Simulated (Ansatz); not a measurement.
## Zr7O16 (charge −3): field-gradient calculation (part 1 of 2)

The run: field-gradient calculation of Zr7O16 (defect cell, 23 atoms in the cell, total charge −3). Method and program: DFT, PBE, plane-wave PAW, default files, scalar-relativistic, spin-polarised (Ansatz 0.2.0).

The structure derives from an entry of the Crystallography Open Database. It belongs to a series of runs on one base structure; here: Zr vacancy, charge -3, host positions. Figures and captions count atoms from 1; the log counts them from 0 in places.

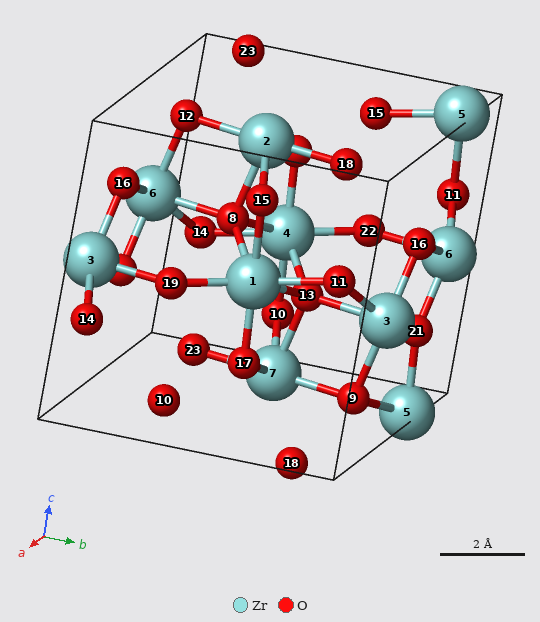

**Figure 1.** The structure as given in the input (ball-and-stick view of the reduced cell, seen slightly off an axis; atoms are numbered from 1 in the order of the input). Near neighbours in the crystal (not all of them lie inside the picture): Zr has 7 O at 2.05 to 2.27 Å; O has 4 Zr at 2.15 to 2.27 Å; O has 3 Zr at 2.05 to 2.27 Å; O has 2 Zr at 2.05 to 2.16 Å.

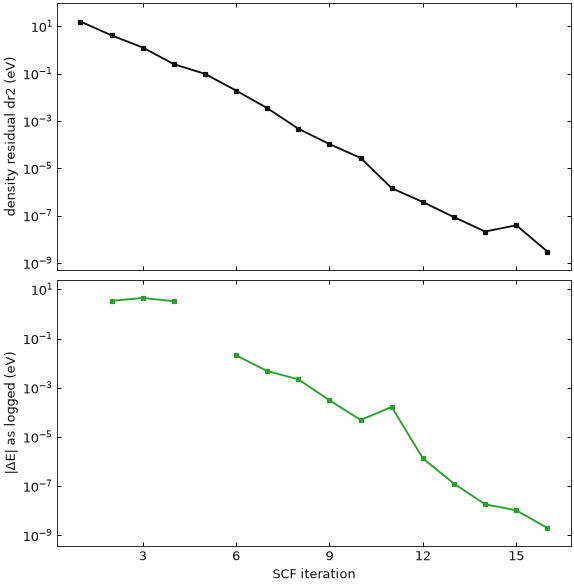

**Figure 2.** Convergence of the self-consistent field: density residual dr2 and size of the energy change against the SCF iteration. The residual falls almost steadily, with no more than small rises.

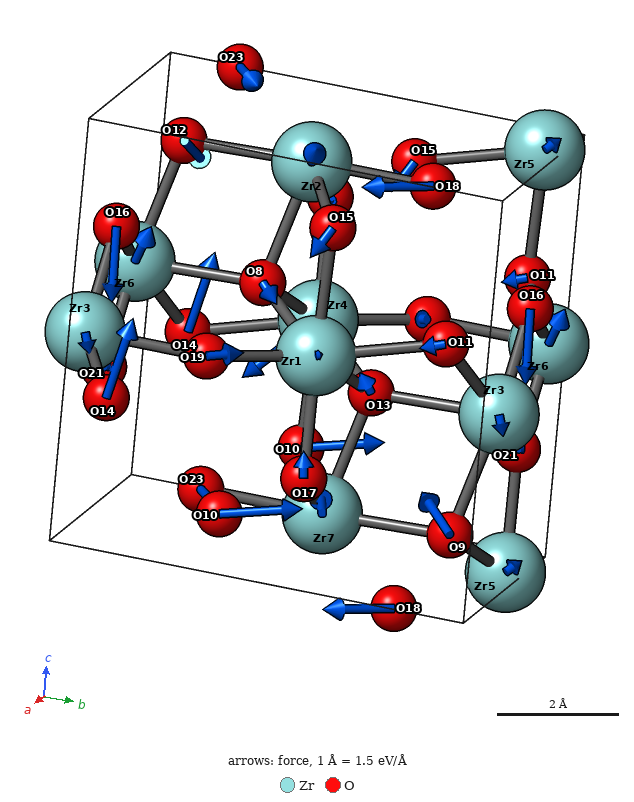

**Figure 3.** Forces on the atoms as blue arrows (ball-and-stick view of the reduced cell, seen slightly off an axis; atoms are numbered from 1 in the order of the input). The largest act on Zr4 (2.41 eV/Å); O14 (2.22 eV/Å); O10 (2.13 eV/Å); O18 (1.98 eV/Å), among others. The geometry is not a stationary point of this energy.

The input that produced these results follows, with the program's output.

Input
```yaml
crystal:
  lattice:
    - [-0.8477618041, 5.2023, 5.2551587544]
    - [4.3009381959, 0.0, 5.2551587544]
    - [5.1487, 5.2023, 0.0]
  atoms:
    - { symbol: Zr, position: [0.48625, 0.72275, 0.55345] }
    - { symbol: Zr, position: [0.05345, 0.23755, 0.48625] }
    - { symbol: Zr, position: [0.55345, 0.73755, 0.98625] }
    - { symbol: Zr, position: [0.51375, 0.27725, 0.44655] }
    - { symbol: Zr, position: [0.01375, 0.77725, 0.94655] }
    - { symbol: Zr, position: [0.44655, 0.26245, 0.01375] }
    - { symbol: Zr, position: [0.94655, 0.76245, 0.51375] }
    - { symbol: O, position: [0.39305, 0.08615, 0.36285] }
    - { symbol: O, position: [0.89305, 0.58615, 0.86285], spin: 0.5 }
    - { symbol: O, position: [0.86285, 0.15795, 0.39305], spin: 0.5 }
    - { symbol: O, position: [0.36285, 0.65795, 0.89305] }
    - { symbol: O, position: [0.10695, 0.41385, 0.13715] }
    - { symbol: O, position: [0.60695, 0.91385, 0.63715] }
    - { symbol: O, position: [0.63715, 0.34205, 0.10695], spin: 0.5 }
    - { symbol: O, position: [0.13715, 0.84205, 0.60695] }
    - { symbol: O, position: [0.3042, 0.0421, 0.0273], spin: 0.5 }
    - { symbol: O, position: [0.8042, 0.5421, 0.5273] }
    - { symbol: O, position: [0.0273, 0.1264, 0.8042], spin: 0.5 }
    - { symbol: O, position: [0.5273, 0.6264, 0.3042] }
    - { symbol: O, position: [0.1958, 0.4579, 0.4727] }
    - { symbol: O, position: [0.6958, 0.9579, 0.9727] }
    - { symbol: O, position: [0.4727, 0.3736, 0.6958] }
    - { symbol: O, position: [0.9727, 0.8736, 0.1958], spin: 0.5 }
magnetization:
  spin_polarized: true
total_charge: -3
kpoints:
  mp_grid: { grid: [3, 3, 3] }
scf:
  occupations: { method: fermi_dirac, width: 0.01 }
hamiltonian:
  xc: pbe
  pseudopotentials: { kind: paw }
output:
  forces: true
  stress: true
  populations: true
  efg:
    quadrupole_moments_barn: { Zr: -0.176, O: -0.02558 }
    contact_densities: true
```

Command:
```bash
ansatz run input.yaml --threads 1 --pin off --max-ram 3072MiB --backend cpu --events-out ev --progress --plain --runs-dir out
```

Output
```
Zr: output.efg is read without spin–orbit coupling, which moves field gradients at and beside such atoms by some per cent and up to a factor of two; PAW files take it under magnetization.noncollinear and magnetization.spin_orbit
Engine: ansatz 0.2.0, x86_64-unknown-linux-gnu
Pseudopotentials: kind: paw
Pseudopotential: Zr, paw, valence charge 12, recommended cutoff 420 eV (normal), Zr.paw.azcp
Pseudopotential: O, paw, valence charge 6, recommended cutoff 420 eV (normal), O.paw.azcp
Functional definition: PBE
  parameter kappa = 0.804
  parameter beta = 0.06672455060314922
  exchange = pbe_x(kappa = kappa, mu = beta*pi^2/3)
  correlation = pbe_c(beta = beta)
Crystal: 23 atoms, lattice volume = 281.520 Å³
Basis set: ecut = 420 eV, 5507 PW (Γ), exchange–correlation on 100×96×100 points (8 copies of the dense FFT grid, shifted against one another)
Bands: 116, of which v1, the nominal top of the filled ones, is band 92 counted from 1 (91 counted from 0)
Symmetry: 1 space group operations
Space group: P1 (ITA 1), of the structure as read, at distance tolerance 6.6e-5 Å
Magnetic group: BNS 1.1 (UNI 1), of the structure as read, at distance tolerance 6.6e-5 Å
k-points: 14 of 27 (time reversal used)
Non-local potential: Zr, projectors of the file, l = 0: 3, l = 1: 2, l = 2: 2, l = 3: 2
Non-local potential: O, projectors of the file, l = 0: 2, l = 1: 2, l = 2: 1
PAW form: soft (Blöchl's): semilocal exchange-correlation on the pseudo side does not see the compensation charge
PAW one-centre angular grid: Zr, 590 points (default); XC on 64 Gauss nodes
PAW one-centre angular grid: O, 110 points (default); XC on 64 Gauss nodes
Initial density: superposition of atomic densities (chi_scale 0.1, normalization cell, long waves kept (reshape's long-wave potential 0.17 eV rms))
Starting moments: Σ|m| = 3 μB on 6 of 23 sites
Initial wavefunctions: pseudopotential atomic-orbital guess
Functional: x = pbe(κ = 0.804, μ = 0.2195149727645171), c = pbe(β = 0.06672455060314922)
SCF iter   1: F=—  HF=-38359.391250 eV  |F-HF|=—  |Δ(HF+E_count)|=         —  Δρ=4.36e-2 (↑4.36e-2 ↓3.15e-2)  dr2=1.59e1  dr2_m=5.63e-1  M=1.000 μB ∫|m|=1.418 μB  β_m=0.30  ethr=3.10e-3  ⟨swp⟩=6.0  Hψ=11960  notcnv=0  defer=285
Mixer restart at iter 1: flushing history
preconditioner: auto → Resta (q_TF=auto, 2.539 Å⁻¹)  ε∞=6.3  [insulator: Δε(μ)=0.056 eV  Ē_g=10.852 eV  σ=0.010 eV  W_gap=0.89  n_scr=70 (ndim 8)  ℏωp=24.9 eV  f_vac=0.006  D(μ)=0.89/eV (n_scr^D=0)  ε∞_Penn≈6.3]
spin=Collinear: Resta preconditioning applied to the charge; magnetization (m = ρ↑ − ρ↓) channel mixes plain (no charge-response kernel on spin).
SCF iter   2: F=—  HF=-38356.011219 eV  |F-HF|=—  |Δ(HF+E_count)|=    3.38e0  Δρ=2.20e-2 (↑2.20e-2 ↓2.03e-2)  dr2=4.13e0  dr2_m=3.04e-1  M=1.000 μB ∫|m|=1.312 μB  β_m=0.42  ethr=3.10e-3  ⟨swp⟩=2.0  Hψ=4513  notcnv=0  defer=502
SCF iter   3: F=—  HF=-38360.455738 eV  |F-HF|=—  |Δ(HF+E_count)|=    4.44e0  Δρ=1.44e-2 (↑9.32e-3 ↓1.44e-2)  dr2=1.27e0  dr2_m=7.45e-2  M=1.000 μB ∫|m|=1.207 μB  β_m=0.71  ethr=2.25e-3  ⟨swp⟩=2.0  Hψ=3726  notcnv=0  defer=502
SCF iter   4: F=—  HF=-38363.723287 eV  |F-HF|=—  |Δ(HF+E_count)|=    3.27e0  Δρ=5.21e-3 (↑5.21e-3 ↓4.93e-3)  dr2=2.51e-1  dr2_m=4.30e-3  M=1.000 μB ∫|m|=1.144 μB  β_m=0.77  ethr=6.95e-4  ⟨swp⟩=2.0  Hψ=5157  notcnv=0  defer=500
SCF iter   5: F=—  HF=-38363.709528 eV  |F-HF|=—  |Δ(HF+E_count)|=         —  Δρ=3.81e-3 (↑2.47e-3 ↓3.81e-3)  dr2=9.78e-2  dr2_m=3.23e-3  M=1.000 μB ∫|m|=1.134 μB  β_m=0.77  ethr=1.37e-4  ⟨swp⟩=2.0  Hψ=5259  notcnv=0  defer=500
Mixer restart at iter 5: flushing history
SCF iter   6: F=—  HF=-38363.730239 eV  |F-HF|=—  |Δ(HF+E_count)|=   2.07e-2  Δρ=1.96e-3 (↑1.96e-3 ↓1.46e-3)  dr2=1.93e-2  dr2_m=8.93e-4  M=1.000 μB ∫|m|=1.130 μB  β_m=0.71  ethr=5.34e-5  ⟨swp⟩=2.1  Hψ=5224  notcnv=0  defer=500
SCF iter   7: F=—  HF=-38363.734990 eV  |F-HF|=—  |Δ(HF+E_count)|=   4.75e-3  Δρ=5.36e-4 (↑4.90e-4 ↓5.36e-4)  dr2=3.50e-3  dr2_m=1.38e-4  M=1.000 μB ∫|m|=1.129 μB  β_m=0.86  ethr=1.05e-5  ⟨swp⟩=2.0  Hψ=5020  notcnv=0  defer=500
SCF iter   8: F=—  HF=-38363.737168 eV  |F-HF|=—  |Δ(HF+E_count)|=   2.18e-3  Δρ=2.61e-4 (↑1.70e-4 ↓2.61e-4)  dr2=4.70e-4  dr2_m=3.40e-5  M=1.000 μB ∫|m|=1.128 μB  β_m=0.93  ethr=1.92e-6  ⟨swp⟩=2.0  Hψ=4854  notcnv=0  defer=500
SCF iter   9: F=—  HF=-38363.737478 eV  |F-HF|=—  |Δ(HF+E_count)|=   3.09e-4  Δρ=1.11e-4 (↑1.11e-4 ↓1.11e-4)  dr2=1.06e-4  dr2_m=4.00e-6  M=1.000 μB ∫|m|=1.127 μB  β_m=0.91  ethr=2.57e-7  ⟨swp⟩=2.0  Hψ=4851  notcnv=0  defer=500
SCF iter  10: F=—  HF=-38363.737526 eV  |F-HF|=—  |Δ(HF+E_count)|=   4.87e-5  Δρ=7.24e-5 (↑4.15e-5 ↓7.24e-5)  dr2=2.75e-5  dr2_m=1.92e-6  M=1.000 μB ∫|m|=1.127 μB  β_m=0.86  ethr=5.81e-8  ⟨swp⟩=2.0  Hψ=4942  notcnv=0  defer=500
SCF iter  11: F=—  HF=-38363.737361 eV  |F-HF|=—  |Δ(HF+E_count)|=   1.65e-4  Δρ=1.27e-5 (↑1.20e-5 ↓1.27e-5)  dr2=1.45e-6  dr2_m=7.68e-8  M=1.000 μB ∫|m|=1.127 μB  β_m=0.93  ethr=1.50e-8  ⟨swp⟩=2.0  Hψ=4832  notcnv=0  defer=500
SCF iter  12: F=—  HF=-38363.737362 eV  |F-HF|=—  |Δ(HF+E_count)|=   1.34e-6  Δρ=9.83e-6 (↑4.07e-6 ↓9.83e-6)  dr2=3.77e-7  dr2_m=5.83e-8  M=1.000 μB ∫|m|=1.127 μB  β_m=0.97  ethr=7.95e-10  ⟨swp⟩=2.0  Hψ=4833  notcnv=0  defer=500
SCF iter  13: F=—  HF=-38363.737363 eV  |F-HF|=—  |Δ(HF+E_count)|=   1.26e-7  Δρ=4.56e-6 (↑3.49e-6 ↓4.56e-6)  dr2=8.71e-8  dr2_m=1.43e-8  M=1.000 μB ∫|m|=1.127 μB  β_m=0.98  ethr=2.06e-10  ⟨swp⟩=2.0  Hψ=4802  notcnv=0  defer=500
SCF iter  14: F=—  HF=-38363.737363 eV  |F-HF|=—  |Δ(HF+E_count)|=   1.82e-8  Δρ=2.46e-6 (↑1.12e-6 ↓2.46e-6)  dr2=2.14e-8  dr2_m=3.96e-9  M=1.000 μB ∫|m|=1.127 μB  β_m=0.99  ethr=4.76e-11  ⟨swp⟩=2.0  Hψ=4853  notcnv=0  defer=500
SCF iter  15: F=—  HF=-38363.737363 eV  |F-HF|=—  |Δ(HF+E_count)|=   1.04e-8  Δρ=3.17e-6 (↑5.08e-7 ↓3.17e-6)  dr2=3.95e-8  dr2_m=5.49e-9  M=1.000 μB ∫|m|=1.127 μB  β_m=0.99  ethr=1.17e-11  ⟨swp⟩=9.1  Hψ=12684  notcnv=0
SCF iter  16: F=-38363.737363 eV  HF=-38363.737363 eV  |F-HF|=2.37e-9  |Δ(HF+E_count)|=   1.99e-9  Δρ=8.75e-7 (↑1.84e-7 ↓8.75e-7)  dr2=3.07e-9  dr2_m=4.33e-10  M=1.000 μB ∫|m|=1.127 μB  ethr=1.17e-11  ⟨swp⟩=2.4  Hψ=5125  notcnv=0
SCF 1 converged in 16 iterations: F = -38363.737363 eV  dr2 = 3.07e-9
  greatest PAW one-centre occupation: 0.995 electrons in one spin orbital (limit 2), on the Zr atom at site 2 (counted from 0), in its partial waves of l = 0
SCF converged after 16 iterations
Magnetization: 1.0000 μB (92.0000 up, 91.0000 down)
Absolute magnetization: 1.1279 μB (∫|ρ↑−ρ↓|, with the PAW one-centre terms)
Spin contamination: 0.0039 ħ² per cell (⟨S²⟩ above its minimum at these occupations)
Per-site moments (μB) at R_I (Å): [(-0.0007020943160158685, 0.847398044192347), (0.00023920501908638214, 0.8473980441923473), (0.0018579235582213316, 0.8473980441923472), (-0.0008736806144308124, 0.8473980441923472), (-0.0068536652118922885, 0.8473980441923473), (-0.003352861176108782, 0.8473980441923472), (-0.004215280822047855, 0.8473980441923473), (0.0022821364518059188, 0.887830660223284), (0.09186224075020032, 0.89636618942215), (0.06039445993755616, 0.8878306602232844), (0.003342761626441573, 0.8878306602232844), (0.149639277668021, 0.8878306602232844), (0.0045236397640158535, 0.8878306602232844), (0.017860378472494, 0.8878306602232843), (0.009118853742155503, 0.887830660223284), (0.15669271630961007, 0.8513094550222687), (0.011943839277150092, 0.847398044192347), (0.17735403123316665, 0.8473980441923473), (0.0039253739973989996, 0.8473980441923472), (0.005628393010998259, 0.8473980441923472), (0.01586223079880241, 0.8473980441923473), (0.0029063242007169405, 0.8473980441923472), (0.24172741144739524, 0.8473980441923473)]
Free energy (F): -38363.737363 eV
Harris-Foulkes:  -38363.737363 eV  (|F-HF|=2.37e-9)
Internal energy: -38363.735617 eV  (E = F + TS)
E sigma→0 (E₀):  -38363.736490 eV
Entropy (-TS):   -0.001746 eV (-0.076 meV/atom)
Fermi energy:    9.528303 eV
--- Per-component energies (eV) ---
  E_band       = -836.318049
  E_kinetic    = 5205.018188
  E_local      = -10448.800796  (includes V_loc(G=0)·N_el)
  E_nonlocal   = 1306.537012
  E_hartree    = 3562.662026
  E_xc         = -2354.504912
  E_vxc        = -2897.904867  (∫ρ·V_xc dr)
  E_paw        = -23202.719804  (= ΣΔE_a)
  E_vpaw       = -1126.531438  (= ΣTr[D̂ρ^β])
  E_aug_tail   = 0.039697  (compensation charges beyond the density's cutoff)
  E_ewald      = -12431.967029
  E_smearing   = -0.001746  (= −TS)
  E_closure    = 0.000000  (closes the sum)
  E_deformation_potential = -55.362813  (in the stress; not in F)
  Σ components = -38363.737363   (vs F -38363.737363, Δ=0.00e0)
--- Forces (eV/Å), atoms counted from 1 ---
  atom   1  Zr     0.17809958     0.07971248    -0.03014532
  atom   2  Zr    -0.32941600    -0.20210519    -1.40643756
  atom   3  Zr    -0.22394107     0.53079436     0.11970194
  atom   4  Zr    -2.06422218     0.02639025     1.24404585
  atom   5  Zr     0.56540650     0.01661502    -0.02488666
  atom   6  Zr     0.47678472    -0.47052310    -1.02955811
  atom   7  Zr     0.79243382    -0.45192288     1.05715876
  atom   8  O     -0.17690801     0.65970240    -0.28372363
  atom   9  O      0.66264520    -1.27382642     1.27757765
  atom  10  O      1.44787189     1.14074097    -1.07401437
  atom  11  O     -0.53443828    -0.31017920     0.30767276
  atom  12  O      0.73862957     0.84119638     1.41050507
  atom  13  O     -0.05480421    -0.59623215    -0.30248270
  atom  14  O      1.29345581    -1.20564574    -1.33711058
  atom  15  O     -0.87135080     0.26682754     0.30644361
  atom  16  O     -1.06528512     1.47802314     0.68265215
  atom  17  O      0.35926002    -0.57295762    -0.23421363
  atom  18  O     -1.66803137    -1.05503100    -0.15955009
  atom  19  O      0.89108240     0.50224821    -0.01309413
  atom  20  O     -0.02677269     0.12976840     0.41273858
  atom  21  O      0.26097924     0.04450162     0.06333668
  atom  22  O     -0.04886884    -0.20830180     0.48675355
  atom  23  O     -0.60264424     0.63020300    -1.47333158
  max |Σ_I F_I| component: 3.82e-5 eV/Å
--- Stress (GPa, compression-positive) ---
       -5.109270      -0.747392      -1.019716
       -0.747392      -4.407741       0.179039
       -1.019716       0.179039      -5.346135
  P = ⅓ Tr σ = -4.9544 GPa (-49.544 kbar)
```
